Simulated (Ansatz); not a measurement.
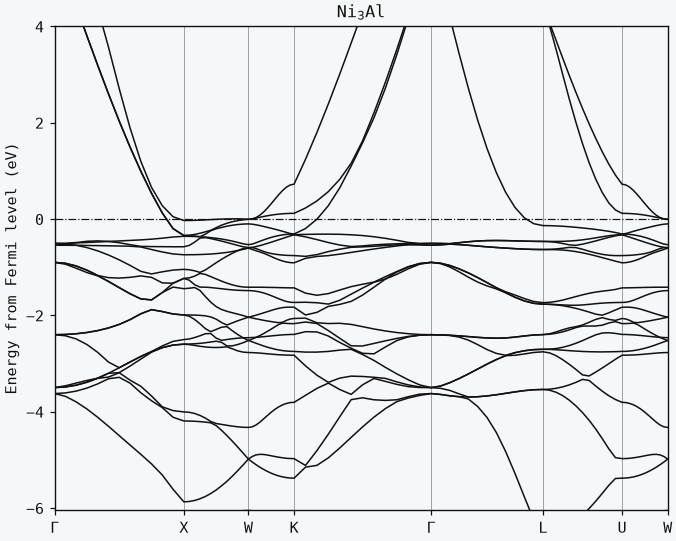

Band structure. Energies are counted from the Fermi level. The path runs straight from each named point to the next.

What lattice type does the k path imply?

Answer. A face-centred cubic lattice: the path Γ–X–W–K–Γ–L–U–W runs through the special points of its Brillouin zone.

Calculation on Ni3Al, space group Fm-3m, 4 atoms in the primitive cell; cubic a = 5.604 Å.

Level of theory: PBEsol, all-electron LAPW, inner shells corrected to Dirac's equation, collinear spin, ferromagnetic start that ends with little or no moment, no spin-orbit coupling, 8×8×8 k mesh, Fermi-Dirac smearing of 0.05 eV; code Ansatz 0.2.0.

Is there a gap at the Fermi level?

Answer. A metal: bands cross the Fermi level along this path.

Are there flat bands near the Fermi level?

Answer. 3 bands within 1.5 eV of the Fermi level are narrower than 0.3 eV along the path; they lie between −0.8 and −0.3 eV and signal localised states.

The cell comes from a database of computed structures, and whether it is the stable form of this composition wasn't checked. Bands are joined in order of energy, so crossings between the computed points show as kinks or gaps.
